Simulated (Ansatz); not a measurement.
Zr15SiO32 (cell with a defect)

Input

```
crystal:
  lattice:
    - [0.0, -7.2420009861, 5.2824378565]
    - [-7.2420009861, 0.0, -5.2824378565]
    - [7.2420009861, 0.0, -5.2824378565]
  atoms:
    - { symbol: Si, position: [0.0, 0.25, 0.75] }
    - { symbol: Zr, position: [0.5, 0.5, 0.0] }
    - { symbol: Zr, position: [0.0, 0.5, 0.5] }
    - { symbol: Zr, position: [0.0, 1.0, 1.0] }
    - { symbol: Zr, position: [0.5, 0.25, 0.25] }
    - { symbol: Zr, position: [0.5, 0.75, 0.75] }
    - { symbol: Zr, position: [0.0, 0.75, 0.25] }
    - { symbol: Zr, position: [0.5, 0.0, 0.5] }
    - { symbol: Zr, position: [0.25, 0.0, 0.75] }
    - { symbol: Zr, position: [0.75, 0.25, 0.0] }
    - { symbol: Zr, position: [0.25, 0.25, 0.5] }
    - { symbol: Zr, position: [0.25, 0.75, 0.0] }
    - { symbol: Zr, position: [0.75, 0.0, 0.25] }
    - { symbol: Zr, position: [0.75, 0.5, 0.75] }
    - { symbol: Zr, position: [0.25, 0.5, 0.25] }
    - { symbol: Zr, position: [0.75, 0.75, 0.5] }
    - { symbol: O, position: [0.25, 0.9714053074, 0.9714053074] }
    - { symbol: O, position: [0.75, 0.2214053074, 0.2214053074] }
    - { symbol: O, position: [0.25, 0.2214053074, 0.7214053074] }
    - { symbol: O, position: [0.25, 0.7214053074, 0.2214053074] }
    - { symbol: O, position: [0.75, 0.9714053074, 0.4714053074] }
    - { symbol: O, position: [0.75, 0.4714053074, 0.9714053074] }
    - { symbol: O, position: [0.25, 0.4714053074, 0.4714053074] }
    - { symbol: O, position: [0.75, 0.7214053074, 0.7214053074] }
    - { symbol: O, position: [0.25, 0.9714053074, 0.4714053074] }
    - { symbol: O, position: [0.75, 0.2214053074, 0.7214053074] }
    - { symbol: O, position: [0.25, 0.2214053074, 0.2214053074] }
    - { symbol: O, position: [0.25, 0.7214053074, 0.7214053074] }
    - { symbol: O, position: [0.75, 0.9714053074, 0.9714053074] }
    - { symbol: O, position: [0.75, 0.4714053074, 0.4714053074] }
    - { symbol: O, position: [0.25, 0.4714053074, 0.9714053074] }
    - { symbol: O, position: [0.75, 0.7214053074, 0.2214053074] }
    - { symbol: O, position: [0.0, 0.7785946926, 0.5285946926] }
    - { symbol: O, position: [0.5, 0.0285946926, 0.7785946926] }
    - { symbol: O, position: [0.0, 0.0285946926, 0.2785946926] }
    - { symbol: O, position: [0.0, 0.5285946926, 0.7785946926] }
    - { symbol: O, position: [0.5, 0.7785946926, 0.0285946926] }
    - { symbol: O, position: [0.5, 0.2785946926, 0.5285946926] }
    - { symbol: O, position: [0.0, 0.2785946926, 0.0285946926] }
    - { symbol: O, position: [0.5, 0.5285946926, 0.2785946926] }
    - { symbol: O, position: [0.5, 0.2785946926, 0.0285946926] }
    - { symbol: O, position: [1.0, 0.5285946926, 0.2785946926] }
    - { symbol: O, position: [0.5, 0.5285946926, 0.7785946926] }
    - { symbol: O, position: [0.5, 0.0285946926, 0.2785946926] }
    - { symbol: O, position: [1.0, 0.2785946926, 0.5285946926] }
    - { symbol: O, position: [1.0, 0.7785946926, 0.0285946926] }
    - { symbol: O, position: [0.5, 0.7785946926, 0.5285946926] }
    - { symbol: O, position: [1.0, 0.0285946926, 0.7785946926] }
  host:
    lattice:
      - [3.6210004931, 0.0, 0.0]
      - [0.0, 3.6210004931, 0.0]
      - [0.0, 0.0, 5.2824378565]
    atoms:
      - { symbol: Zr, position: [0.0, 0.0, 0.0] }
      - { symbol: Zr, position: [0.5, 0.5, 0.5] }
      - { symbol: O, position: [0.0, 0.5, 0.3071893852] }
      - { symbol: O, position: [0.0, 0.5, 0.8071893852] }
      - { symbol: O, position: [0.5, 0.0, 0.6928106148] }
      - { symbol: O, position: [0.5, 0.0, 0.1928106148] }
basis:
  ecutwfc: 420
  xc_grid: 2
kpoints:
  mp_grid: { grid: [2, 2, 2], shift: [0.5, 0.5, 0.5] }
hamiltonian:
  xc: pbe
scf:
  occupations: { method: gaussian, width: 0.01 }
output:
  forces: true
  stress: false
  eigenvalues: true
  charged_corrections: { defect_position: [0.0, 0.25, 0.75] }
  write_density: true
  write_potential: true
  elf: true
  volumetric_format: npy
relax:
  adjacent_minimum: "off"
  f_tol: 0.025
  max_steps: 45
```

Command:

```sh
ansatz run input.yaml --threads 4 --pin off --max-ram 6144MiB --backend cpu --events-out ev --progress --plain --runs-dir out
```

The fields are those of the relaxed geometry.

All numbers below come from DFT PBE, scalar-relativistic, plane waves, PAW in Ansatz 0.2.0.

In a PAW calculation such maps are meaningful between the atoms, not at the nuclei.

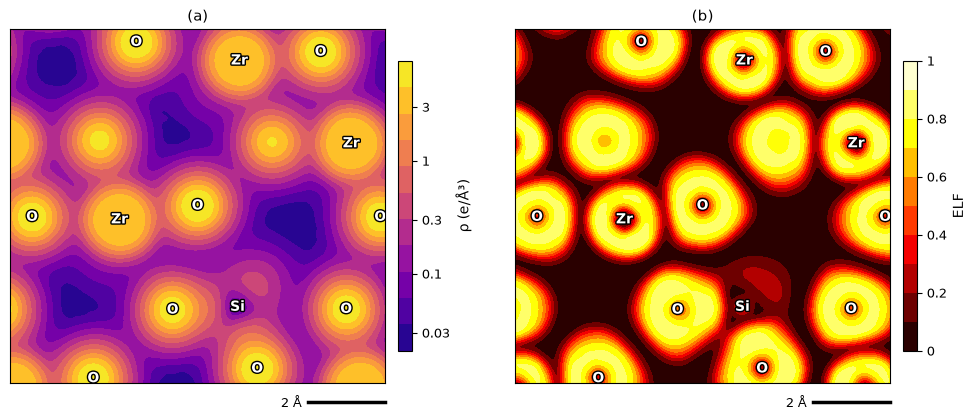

Figure 1. (a) valence charge density (pseudo); (b) electron localisation function on the (010) plane of the calculation cell.

What do the fields say about this system?

Answer.
- Atoms in the plane: Si, Zr and O.
- Atoms just off the plane (O, 0.3 Å away) can leave unmarked features too.
- Si–O (1.68 Å): ρ at the midpoint is about 1.1 e/Å³; the ELF peaks at about 0.85 between the atoms (a polar covalent bond).
- Zr–O (2.04 Å): ρ is about 0.78 e/Å³ halfway; the ELF peaks at about 0.85 in the valence shell of O, 0.6 Å from its nucleus, and drops to about 0.25 between the two atoms; no localised pair shows between them.
- Zr–O (2.13 Å): ρ at the midpoint is about 0.64 e/Å³; the ELF peaks at about 0.85 in the valence shell of O, 0.6 Å from its nucleus, and drops to about 0.20 between the two atoms: no localised pair shows between them.
- Zr–O (2.26 Å): the density is about 0.46 e/Å³ at the midpoint; the ELF peaks at about 0.85 in the valence shell of O, 0.6 Å from its nucleus, and drops to about 0.15 between the two atoms (no localised pair shows between them).
- Between the atoms the lowest density in this plane is 0.02 e/Å³.
- The features right at Zr lie inside the PAW spheres, where the map follows smoothed inner orbitals and isn't to be read closely.

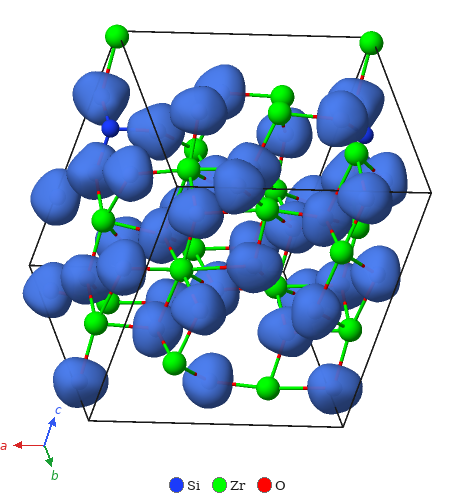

Figure 2. Isosurface of the ELF at 0.6 (blue), seen at an oblique angle. Only the valence region is drawn (cores and ρ < 0.01 e/Å³ removed). Sticks mark near contacts.

Describe the localisation domains.

Answer. The surface consists of four regions on O in which the atom's valence shell and bonds are merged and 28 regions wrapped around O (the valence shell of each), counted in one cell of 48 atoms. Any copies at cell faces, edges or corners count once.

Does the calculation make it a metal, or give it a gap?

Answer. It is gapped, with a Kohn–Sham gap of 4.1 eV on the k-point mesh, an upper bound to the gap of this method.
